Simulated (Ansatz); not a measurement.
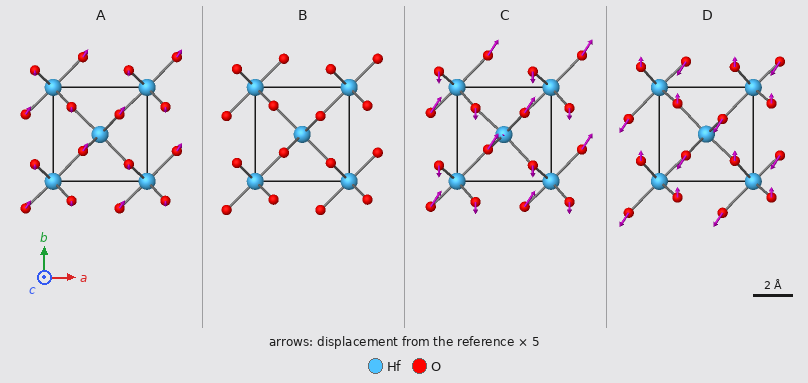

Solid HfO2 (P4_2/mnm): a normal mode at the zone centre (one arbitrary combination within a set of 2 degenerate modes) is frozen in with the cell fixed, the amplitude being the largest displacement of an atom. The picture is a ball-and-stick view of the cell of the calculation, seen along the c axis. Purple arrows: displacements from the reference.

Theory: DFT r2SCAN, scalar-relativistic, plane waves, PAW in Ansatz. (plane-wave cutoff 500 eV; k-point mesh 6 × 6 × 8; occupations gaussian; smearing width 0.05 eV; no spin polarisation). Energies (free energies at the smearing named) are counted from the relaxed crystal.

### Rank the frames from lowest to highest energy.

Lowest first: B (the amplitude 0.00 Å, 0 meV/cell), A (the amplitude −0.10 Å, 186 meV/cell), D (the amplitude 0.175 Å, 586 meV/cell), C (the amplitude −0.20 Å, 775 meV/cell). Over the whole scan: the harmonic wavenumber of the mode is 463 cm⁻¹, a stable vibration. The lowest computed point lies at the amplitude 0.00 Å (0 meV/cell). At the ends of the scan the energy is 775 meV/cell (−0.20 Å) and 775 meV/cell (0.20 Å). The well is symmetric. At the highest point the shortest interatomic distance is 1.89 Å, against 2.09 Å in the reference.
